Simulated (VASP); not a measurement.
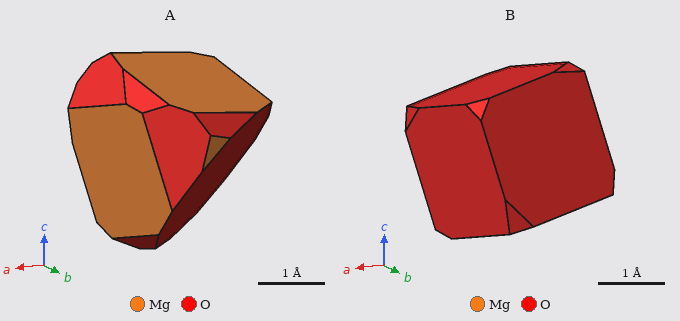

Computed Voronoi cells of the 2 sites of this structure, drawn to one scale and in one orientation; each face has the colour of the neighbour behind it.

MgO2, space group Pa-3 (No. 205), a = 4.921 Å, b = 4.921 Å, c = 4.921 Å, α = 90.00°, β = 90.00°, γ = 90.00°

```tsv
site	Wyckoff	x	y	z
Mg	4a	0.0000	0.0000	0.0000
O	8c	0.5899	0.9101	0.0899
```

Source: the geometry relaxed with VASP Kohn-Sham DFT of a periodic cell, BLYP, VASP PAW PBE potentials, recommended (VASP).

Q: Which cell belongs to which site?

A: A is O (10 faces above 1 % of the solid angle, 10.2 Å³, facing O 50 %, Mg 50 %); B is Mg (6 faces above 1 % of the solid angle, 9.4 Å³, facing only O).
